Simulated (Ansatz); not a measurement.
**Two runs on SnO₂**

System: SnO₂ (6 atoms in the cell).
Method of run 1: DFT, PBE, plane waves, PAW, no spin polarisation (Ansatz 0.2.0).

The structure derives from an entry of the Crystallography Open Database. Text and figures count atoms from 1; the logs count them from 0 in places.

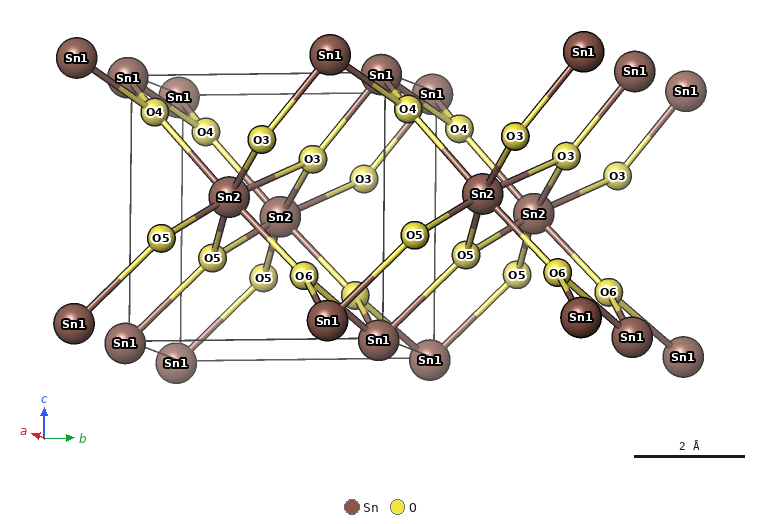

**Figure 1.** The input geometry (ball-and-stick view of the cell of the calculation, set on other vectors, repeated 2 × 2 × 1, seen at an oblique angle; atoms are numbered from 1 in the order of the input). An atom can appear more than once, as a periodic image. Near neighbours in the periodic cell (some may lie outside the picture): Sn has 6 O at 1.97 to 2.25 Å; O has 3 Sn at 1.97 to 2.25 Å.

The input, run 1:
```yaml
crystal:
  lattice:
    - [4.9239654896, -0.034762518, -0.0842565201]
    - [-0.034762518, 4.7813412939, -0.1234993782]
    - [-0.0565117067, -0.0828322915, 3.2700265711]
  atoms:
    - { symbol: Sn, position: [0.0076830809, 0.0168612823, 0.0056426586] }
    - { symbol: Sn, position: [0.5000331334, 0.5105579917, 0.503461099] }
    - { symbol: O, position: [0.3245478624, 0.2798225462, -0.0116093884] }
    - { symbol: O, position: [0.1763751458, 0.8094190694, 0.513177478] }
    - { symbol: O, position: [0.690983771, 0.6742914105, -0.0006569141] }
    - { symbol: O, position: [0.8003770065, 0.2090476999, 0.489985067] }
basis:
  ecutwfc: 420
  ecutrho_ratio: 9
kpoints:
  mp_grid: { grid: [6, 6, 8] }
hamiltonian:
  xc: pbe
scf:
  occupations: { method: gaussian, width: 0.05 }
output:
  forces: true
  eigenvalues: true
  stress: true
```

Command:
```bash
ansatz run input.yaml --threads 2 --pin off --max-ram 5120MiB --backend cpu --events-out ev --progress --plain --runs-dir out
```

Hardware: 2 threads of AMD EPYC (Zen 3), 189 GiB of memory available, shared host.

Output, shortened to warnings, some set-up lines, iterations and results (run 1):
```
Basis set: ecut = 420 eV, 1503 PW (Γ), exchange–correlation on 100×96×72 points (8 copies of the dense FFT grid, shifted against one another)
Symmetry: 1 space group operations
k-points: 148 of 288 (time reversal used)
Initial density: superposition of atomic densities (neutral atoms: chi_scale 0, normalization atom), corrected by the library's trained network
[...]
SCF iter   1: F=—  HF=-14317.545513 eV  |F-HF|=—  |Δ(HF+E_count)|=         —  Δρ=1.63e-3  dr2=8.40e-4  ethr=1.77e-3  ⟨swp⟩=6.1  Hψ=20914  notcnv=0  defer=14
SCF iter   2: F=—  HF=-14317.547512 eV  |F-HF|=—  |Δ(HF+E_count)|=   2.00e-3  Δρ=7.86e-4  dr2=1.79e-4  ethr=1.62e-6  ⟨swp⟩=2.1  Hψ=9689  notcnv=0  defer=28
SCF iter   3: F=—  HF=-14317.547747 eV  |F-HF|=—  |Δ(HF+E_count)|=   2.36e-4  Δρ=3.17e-4  dr2=5.11e-5  ethr=3.45e-7  ⟨swp⟩=2.5  Hψ=7971  notcnv=0
SCF iter   4: F=—  HF=-14317.547771 eV  |F-HF|=—  |Δ(HF+E_count)|=   2.34e-5  Δρ=8.20e-5  dr2=4.76e-6  ethr=9.82e-8  ⟨swp⟩=2.0  Hψ=6240  notcnv=0
SCF iter   5: F=—  HF=-14317.547772 eV  |F-HF|=—  |Δ(HF+E_count)|=   1.54e-6  Δρ=4.77e-5  dr2=1.31e-6  ethr=9.16e-9  ⟨swp⟩=2.1  Hψ=6607  notcnv=0
SCF iter   6: F=-14317.547773 eV  HF=-14317.547773 eV  |F-HF|=1.12e-7  |Δ(HF+E_count)|=   3.69e-7  Δρ=1.37e-5  dr2=8.88e-8  ethr=1.92e-10  ⟨swp⟩=6.6  Hψ=21730  notcnv=0
SCF 1 converged in 6 iterations: F = -14317.547773 eV  dr2 = 8.88e-8
SCF converged after 6 iterations
Free energy (F): -14317.547773 eV
Harris-Foulkes:  -14317.547773 eV  (|F-HF|=1.12e-7)
Internal energy: -14317.547773 eV  (E = F + TS)
E sigma→0 (E₀):  -14317.547773 eV
Fermi energy:    8.747563 eV
--- Per-component energies (eV) ---
  E_band       = -167.562876
  E_kinetic    = 1076.225627
  E_local      = -3006.063144  (includes V_loc(G=0)·N_el)
  E_nonlocal   = 133.618088
  E_hartree    = 1538.795682
  E_xc         = -1052.981770
  E_vxc        = -561.208896  (∫ρ·V_xc dr)
  E_paw        = -8927.275042  (= ΣΔE_a)
  E_vpaw       = -887.739309  (= ΣTr[D̂ρ^β])
  E_aug_tail   = 0.000172  (compensation charges beyond the density's cutoff)
  E_ewald      = -4079.867386
  E_smearing   = -0.000000  (= −TS)
  E_closure    = -0.000000  (closes the sum)
  Σ components = -14317.547773   (vs F -14317.547773, Δ=0.00e0)
--- Forces (eV/Å), atoms counted from 1 ---
  atom   1  Sn    -1.69043860    -0.54828708     0.09292445
  atom   2  Sn    -0.73071233    -0.64223070    -0.97675482
  atom   3  O      0.34741335     1.16812761     0.28236279
  atom   4  O      0.44332864    -0.62260933    -0.59193955
  atom   5  O      0.79572504     1.51452793     0.88976120
  atom   6  O      0.83464379    -0.86949809     0.30362974
  max |Σ_I F_I| component: 4.01e-5 eV/Å
--- Stress (GPa, compression-positive) ---
       -1.084281       3.939016       3.155504
        3.939013       0.008391       5.187451
        3.155503       5.187453      -2.439579
  P = ⅓ Tr σ = -1.1718 GPa (-11.718 kbar)
```

The input of run 2 differs as follows (lines with − go, lines with + come):
```diff
-  ecutrho_ratio: 9
```

How does run 2 compare with run 1?

The energy doesn't change within 0.01 meV per atom. The number of SCF iterations is the same.

Output, shortened to warnings, some set-up lines, iterations and results (run 2):
```
Basis set: ecut = 420 eV, 1503 PW (Γ), exchange–correlation on 72×64×48 points (8 copies of the dense FFT grid, shifted against one another)
Symmetry: 1 space group operations
k-points: 148 of 288 (time reversal used)
Initial density: superposition of atomic densities (neutral atoms: chi_scale 0, normalization atom), corrected by the library's trained network
[...]
SCF iter   1: F=—  HF=-14317.545301 eV  |F-HF|=—  |Δ(HF+E_count)|=         —  Δρ=1.57e-3  dr2=8.37e-4  ethr=1.77e-3  ⟨swp⟩=6.1  Hψ=20905  notcnv=0  defer=13
SCF iter   2: F=—  HF=-14317.547420 eV  |F-HF|=—  |Δ(HF+E_count)|=   2.12e-3  Δρ=7.52e-4  dr2=1.78e-4  ethr=1.61e-6  ⟨swp⟩=2.1  Hψ=9701  notcnv=0  defer=28
SCF iter   3: F=—  HF=-14317.547707 eV  |F-HF|=—  |Δ(HF+E_count)|=   2.87e-4  Δρ=3.10e-4  dr2=5.10e-5  ethr=3.43e-7  ⟨swp⟩=2.5  Hψ=7850  notcnv=0
SCF iter   4: F=—  HF=-14317.547743 eV  |F-HF|=—  |Δ(HF+E_count)|=   3.58e-5  Δρ=8.18e-5  dr2=4.78e-6  ethr=9.80e-8  ⟨swp⟩=2.0  Hψ=6240  notcnv=0
SCF iter   5: F=—  HF=-14317.547744 eV  |F-HF|=—  |Δ(HF+E_count)|=   1.52e-6  Δρ=4.68e-5  dr2=1.28e-6  ethr=9.19e-9  ⟨swp⟩=2.1  Hψ=6610  notcnv=0
SCF iter   6: F=-14317.547745 eV  HF=-14317.547745 eV  |F-HF|=1.24e-7  |Δ(HF+E_count)|=   4.21e-7  Δρ=1.32e-5  dr2=8.69e-8  ethr=1.92e-10  ⟨swp⟩=6.6  Hψ=21823  notcnv=0
SCF 1 converged in 6 iterations: F = -14317.547745 eV  dr2 = 8.69e-8
SCF converged after 6 iterations
Free energy (F): -14317.547745 eV
Harris-Foulkes:  -14317.547745 eV  (|F-HF|=1.24e-7)
Internal energy: -14317.547745 eV  (E = F + TS)
E sigma→0 (E₀):  -14317.547745 eV
Fermi energy:    8.747562 eV
--- Per-component energies (eV) ---
  E_band       = -167.563021
  E_kinetic    = 1076.225636
  E_local      = -3006.072868  (includes V_loc(G=0)·N_el)
  E_nonlocal   = 133.618117
  E_hartree    = 1538.795794
  E_xc         = -1052.981723
  E_vxc        = -561.208942  (∫ρ·V_xc dr)
  E_paw        = -8927.275075  (= ΣΔE_a)
  E_vpaw       = -887.739369  (= ΣTr[D̂ρ^β])
  E_aug_tail   = 0.009761  (compensation charges beyond the density's cutoff)
  E_ewald      = -4079.867386
  E_smearing   = -0.000000  (= −TS)
  E_closure    = 0.000000  (closes the sum)
  Σ components = -14317.547745   (vs F -14317.547745, Δ=0.00e0)
--- Forces (eV/Å), atoms counted from 1 ---
  atom   1  Sn    -1.69044106    -0.54828896     0.09292644
  atom   2  Sn    -0.73071205    -0.64223545    -0.97676072
  atom   3  O      0.34741547     1.16813211     0.28236376
  atom   4  O      0.44332795    -0.62260745    -0.59194054
  atom   5  O      0.79572560     1.51452650     0.88976613
  atom   6  O      0.83464498    -0.86949806     0.30362880
  max |Σ_I F_I| component: 3.91e-5 eV/Å
--- Stress (GPa, compression-positive) ---
       -1.084323       3.939033       3.155514
        3.939030       0.008348       5.187458
        3.155514       5.187460      -2.439638
  P = ⅓ Tr σ = -1.1719 GPa (-11.719 kbar)
```

The two runs side by side:

| quantity | run 1 | run 2 |
| --- | --- | --- |
| outcome | converged | converged |
| free energy per atom (eV) | −2386.2580 | −2386.2580 |
| gap on the mesh (eV) | 0.57 | 0.57 |
| pressure (GPa) | −1.17 | −1.17 |
| largest force (eV/Å) | 1.928 | 1.928 |
| SCF iterations | 6 | 6 |
| irreducible k-points | 148 | 148 |
| plane waves at Γ | 1503 | 1503 |
| wall time (shared host) | 41 s | 33 s |
